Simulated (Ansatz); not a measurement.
## InSb: single-point calculation (part 1 of 2)

- system: InSb (slab, 16 atoms in the cell)
- method: DFT PBE, scalar-relativistic, plane waves, PAW, no spin polarisation (Ansatz 0.2.0)

The structure derives from an entry of the Crystallography Open Database. It belongs to a series of runs on one base structure; here: the slab at its places in the relaxed adsorbed structure. Figures and captions count atoms from 1; the log counts them from 0 in places.

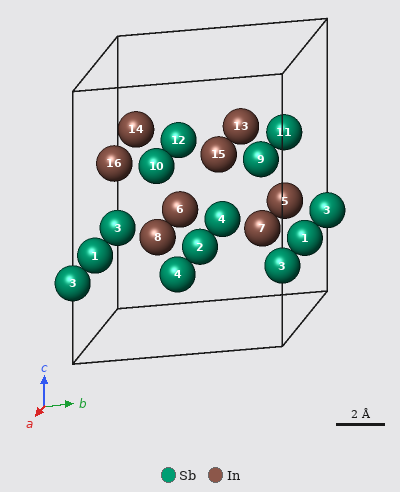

*The input geometry (spheres-only view of the cell of the calculation, with the vacuum cut short, seen slightly off an axis; atoms are numbered from 1 in the order of the input). An atom can appear more than once, as a periodic image.*

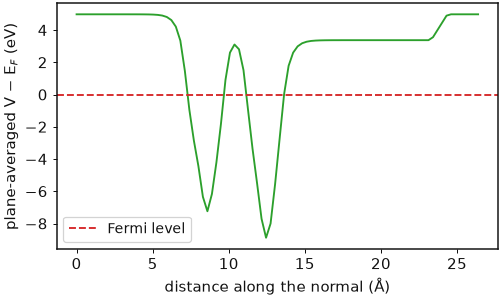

*Plane average of the electrostatic potential energy of an electron across the cell, from the Fermi level.*

The vacuum level lies 3.38 eV above the Fermi level on the upper side and 4.98 eV on the lower.

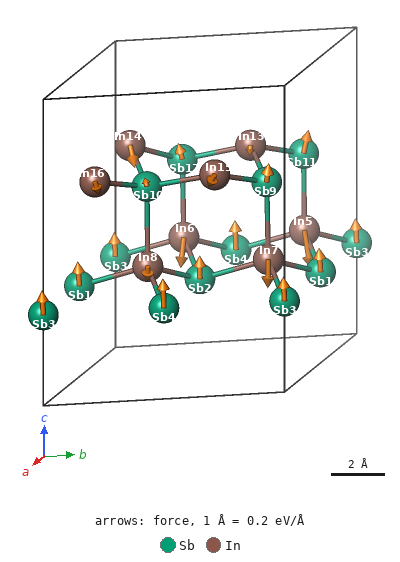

*Forces on the atoms as orange arrows (ball-and-stick view of the cell of the calculation, with the vacuum cut short, seen slightly off an axis; atoms are numbered from 1 in the order of the input).*

The largest act on In5 (0.30 eV/Å); In6 (0.24 eV/Å); Sb4 (0.23 eV/Å); In7 (0.23 eV/Å), among others. The geometry is not a stationary point of this energy.

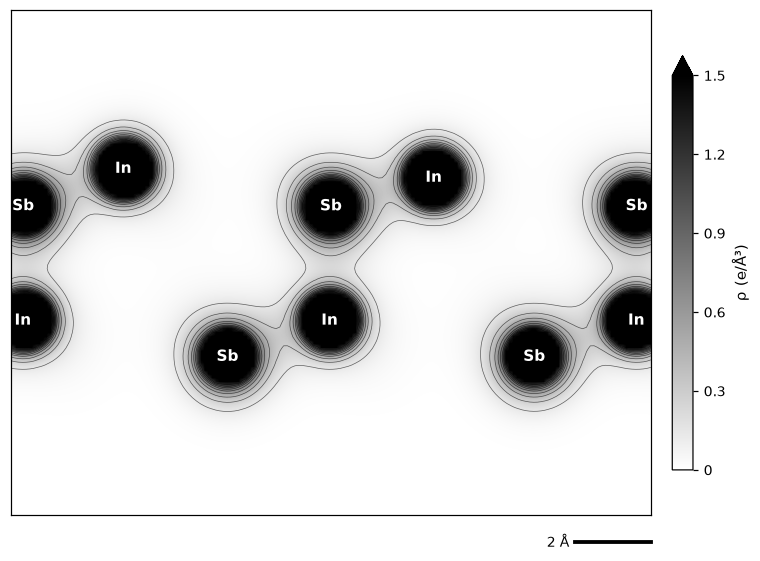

*Valence charge density (pseudo) on the (110) plane of the calculation cell, a cut from vacuum to vacuum.*

The section cuts through Sb and In sites. In–Sb (2.84 Å): the density is about 0.34 e/Å³ at the midpoint. In–Sb (2.87 Å): ρ at the midpoint is about 0.33 e/Å³. In–Sb (3.03 Å): the density is about 0.24 e/Å³ at the midpoint. The density dies away to nearly zero in the vacuum. Core electrons are frozen (PAW), so the fields are smoothed inside the atomic spheres.

The input that produced these results follows, with the program's output.

The input
```yaml
crystal:
  lattice:
    - [9.3830948359, 0.0, 0.0]
    - [-4.6915474179, 8.125998494, 0.0]
    - [0.0, 0.0, 26.6773905325]
  atoms:
    - { symbol: Sb, position: [0.5, 0.0, 0.299879405] }
    - { symbol: Sb, position: [0.5, 0.5, 0.299879405] }
    - { symbol: Sb, position: [0.0, 0.0, 0.299879405] }
    - { symbol: Sb, position: [0.0, 0.5, 0.299879405] }
    - { symbol: In, position: [0.1666666667, 0.8333333333, 0.3357771479] }
    - { symbol: In, position: [0.1666666667, 0.3333333333, 0.3357771479] }
    - { symbol: In, position: [0.6666666667, 0.8333333333, 0.3357771479] }
    - { symbol: In, position: [0.6666666667, 0.3333333333, 0.3357771479] }
    - { symbol: Sb, position: [0.6622359108, 0.8250242407, 0.4493506765] }
    - { symbol: Sb, position: [0.6492386021, 0.3245704045, 0.4516039017] }
    - { symbol: Sb, position: [0.1664499091, 0.830206435, 0.4484921328] }
    - { symbol: Sb, position: [0.1585838246, 0.3248003346, 0.4495033813] }
    - { symbol: In, position: [0.3275623201, 0.658405179, 0.4777782022] }
    - { symbol: In, position: [0.3165292152, 0.155759223, 0.4865185138] }
    - { symbol: In, position: [0.8333745445, 0.660688459, 0.4776654811] }
    - { symbol: In, position: [0.8225507304, 0.1607124435, 0.4764142454] }
basis:
  ecutwfc: 420
kpoints:
  mp_grid: { grid: [3, 3, 1] }
hamiltonian:
  xc: pbe
scf:
  occupations: { method: gaussian, width: 0.1 }
output:
  forces: true
  eigenvalues: true
  write_density: true
  volumetric_format: npy
efield:
  axis: 3
  dipole_correction: true
  ramp_width: 0.04
```

Command:
```bash
ansatz run input.yaml --threads 4 --pin off --max-ram 10240MiB --backend cpu --events-out ev --progress --plain --runs-dir out
```

The program's output
```
Engine: ansatz 0.2.0, x86_64-unknown-linux-gnu
Pseudopotentials: kind: paw
Pseudopotential: Sb, paw, valence charge 15, recommended cutoff 420 eV (normal), Sb.paw.azcp
Pseudopotential: In, paw, valence charge 13, recommended cutoff 420 eV (normal), In.paw.azcp
Functional definition: PBE
  parameter kappa = 0.804
  parameter beta = 0.06672455060314922
  exchange = pbe_x(kappa = kappa, mu = beta*pi^2/3)
  correlation = pbe_c(beta = beta)
Crystal: 16 atoms, lattice volume = 2034.071 Å³
Basis set: ecut = 420 eV, 39833 PW (Γ), exchange–correlation on 128×128×360 points (8 copies of the dense FFT grid, shifted against one another)
Bands: 135, of which v1, the nominal top of the filled ones, is band 112 counted from 1 (111 counted from 0)
Symmetry: 1 space group operations
Space group: P1 (ITA 1), of the structure as read, at distance tolerance 1.3e-4 Å
k-points: 5 of 9 (time reversal used)
Non-local potential: Sb, projectors of the file, l = 0: 2, l = 1: 2, l = 2: 2, l = 3: 2
Non-local potential: In, projectors of the file, l = 0: 2, l = 1: 2, l = 2: 2, l = 3: 2
PAW form: soft (Blöchl's): semilocal exchange-correlation on the pseudo side does not see the compensation charge
PAW one-centre angular grid: Sb, 590 points (default); XC on 64 Gauss nodes
PAW one-centre angular grid: In, 590 points (default); XC on 64 Gauss nodes
Initial density: superposition of atomic densities (neutral atoms: chi_scale 0, normalization atom), corrected by the library's trained network
Initial wavefunctions: pseudopotential atomic-orbital guess
Functional: x = pbe(κ = 0.804, μ = 0.2195149727645171), c = pbe(β = 0.06672455060314922)
SCF iter   1: F=—  HF=-96655.976022 eV  |F-HF|=—  |Δ(HF+E_count)|=         —  Δρ=1.94e-3  dr2=1.31e0  ethr=1.77e-3  p=0.557 e·Å  D=4.96e-2 V/Å  ΔV_dip=-1.32 eV  dr2_dipole=3.34e-1  V_vac-E_F(+/−)=3.69/5.02 eV  ⟨swp⟩=7.8  Hψ=2784  notcnv=0  defer=7
efield: sawtooth ramp at fractional position 0.8732 (placed from the atoms, in the widest stretch of the axis that holds none; the zero of the levels goes with the place), width 0.0400; the density the first Hamiltonian is built on has a dipole p = 0.557 e·Å; the dipole correction subtracts the counter field D = 4.96e-2 V/Å, which shifts the + side's vacuum level by -1.32 eV against the − side's; the planar-averaged density in the ramp window peaks in size at 7.4e-7 e/Å³
preconditioner: auto → LDOS  [insulator: Δε(μ)=0.182 eV  Ē_g=12.545 eV  σ=0.100 eV  W_gap=0.80  n_scr=226 (ndim 8)  ℏωp=9.9 eV  f_vac=0.676  D(μ)=1.49/eV (n_scr^D=2)  ε∞_Penn≈1.6  β→1.0]
SCF iter   2: F=—  HF=-96655.957286 eV  |F-HF|=—  |Δ(HF+E_count)|=   1.87e-2  Δρ=2.16e-3  dr2=1.58e0  ethr=5.84e-4  p=0.812 e·Å  D=7.22e-2 V/Å  ΔV_dip=-1.93 eV  dr2_dipole=4.88e-1  V_vac-E_F(+/−)=3.23/5.16 eV  ⟨swp⟩=2.2  Hψ=1032  notcnv=0  defer=81
SCF iter   3: F=—  HF=-96655.855068 eV  |F-HF|=—  |Δ(HF+E_count)|=   1.02e-1  Δρ=5.63e-4  dr2=4.93e-2  ethr=5.84e-4  p=0.638 e·Å  D=5.67e-2 V/Å  ΔV_dip=-1.51 eV  dr2_dipole=1.45e-2  V_vac-E_F(+/−)=3.44/4.96 eV  ⟨swp⟩=2.0  Hψ=690  notcnv=0  defer=81
SCF iter   4: F=—  HF=-96655.852648 eV  |F-HF|=—  |Δ(HF+E_count)|=   2.42e-3  Δρ=1.88e-4  dr2=4.18e-3  ethr=2.20e-5  p=0.667 e·Å  D=5.93e-2 V/Å  ΔV_dip=-1.58 eV  dr2_dipole=1.05e-3  V_vac-E_F(+/−)=3.40/4.98 eV  ⟨swp⟩=1.8  Hψ=802  notcnv=0  defer=54
SCF iter   5: F=—  HF=-96655.852546 eV  |F-HF|=—  |Δ(HF+E_count)|=   1.02e-4  Δρ=5.24e-5  dr2=1.06e-4  ethr=1.87e-6  p=0.675 e·Å  D=6.00e-2 V/Å  ΔV_dip=-1.60 eV  dr2_dipole=7.13e-6  V_vac-E_F(+/−)=3.38/4.98 eV  ⟨swp⟩=2.6  Hψ=970  notcnv=0  defer=54
SCF iter   6: F=—  HF=-96655.852570 eV  |F-HF|=—  |Δ(HF+E_count)|=   2.38e-5  Δρ=1.98e-5  dr2=2.17e-5  ethr=4.72e-8  p=0.676 e·Å  D=6.01e-2 V/Å  ΔV_dip=-1.60 eV  dr2_dipole=2.85e-6  V_vac-E_F(+/−)=3.38/4.98 eV  ⟨swp⟩=2.0  Hψ=980  notcnv=0  defer=54
SCF iter   7: F=—  HF=-96655.852769 eV  |F-HF|=—  |Δ(HF+E_count)|=   1.99e-4  Δρ=6.57e-6  dr2=2.39e-6  ethr=9.68e-9  p=0.676 e·Å  D=6.01e-2 V/Å  ΔV_dip=-1.60 eV  dr2_dipole=3.61e-11  V_vac-E_F(+/−)=3.38/4.98 eV  ⟨swp⟩=2.0  Hψ=1112  notcnv=0  defer=54
SCF iter   8: F=—  HF=-96655.852771 eV  |F-HF|=—  |Δ(HF+E_count)|=   1.90e-6  Δρ=3.01e-6  dr2=3.83e-7  ethr=1.07e-9  p=0.676 e·Å  D=6.01e-2 V/Å  ΔV_dip=-1.60 eV  dr2_dipole=5.95e-9  V_vac-E_F(+/−)=3.38/4.98 eV  ⟨swp⟩=2.0  Hψ=1122  notcnv=0  defer=54
SCF iter   9: F=-96655.852772 eV  HF=-96655.852772 eV  |F-HF|=5.72e-8  |Δ(HF+E_count)|=   4.22e-7  Δρ=9.36e-7  dr2=6.48e-8  ethr=4.46e-11  p=0.676 e·Å  D=6.01e-2 V/Å  ΔV_dip=-1.60 eV  dr2_dipole=1.40e-8  V_vac-E_F(+/−)=3.38/4.98 eV  ⟨swp⟩=16.8  Hψ=3646  notcnv=0
SCF 1 converged in 9 iterations: F = -96655.852772 eV  dr2 = 6.48e-8
  greatest PAW one-centre occupation: 0.995 electrons in one spin orbital (limit 2), on the Sb atom at site 10 (counted from 0), in its partial waves of l = 2
SCF converged after 9 iterations
Free energy (F): -96655.852772 eV
Harris-Foulkes:  -96655.852772 eV  (|F-HF|=5.72e-8)
Internal energy: -96655.835677 eV  (E = F + TS)
E sigma→0 (E₀):  -96655.844225 eV
Entropy (-TS):   -0.017094 eV (-1.068 meV/atom)
Fermi energy:    -1.063897 eV
Dipole field:    D = 0.060145 V/Å  (p = 0.676084 e·Å, saw-weighted, corrected)
Work function:   Φ+ = 3.3781 eV   Φ− = 4.9826 eV
Levels:          The Fermi level and band energies are counted from a zero that moves with the ramp; work functions are not
--- Per-component energies (eV) ---
  E_band       = -3966.989940
  E_kinetic    = 3582.582640
  E_local      = -168273.655636  (includes V_loc(G=0)·N_el)
  E_nonlocal   = 5830.992351
  E_hartree    = 81408.297949
  E_xc         = -2821.209554
  E_vxc        = -1551.173512  (∫ρ·V_xc dr)
  E_paw        = -69835.414437  (= ΣΔE_a)
  E_vpaw       = -6373.479758  (= ΣTr[D̂ρ^β])
  E_aug_tail   = 0.000194  (compensation charges beyond the density's cutoff)
  E_efield     = 0.020331  (sawtooth field / dipole correction)
  E_vefield    = 1.164207  (∫n·V_field dr)
  E_ewald      = 53452.550484
  E_smearing   = -0.017094  (= −TS)
  E_closure    = 0.000000  (closes the sum)
  Σ components = -96655.852772   (vs F -96655.852772, Δ=0.00e0)
```
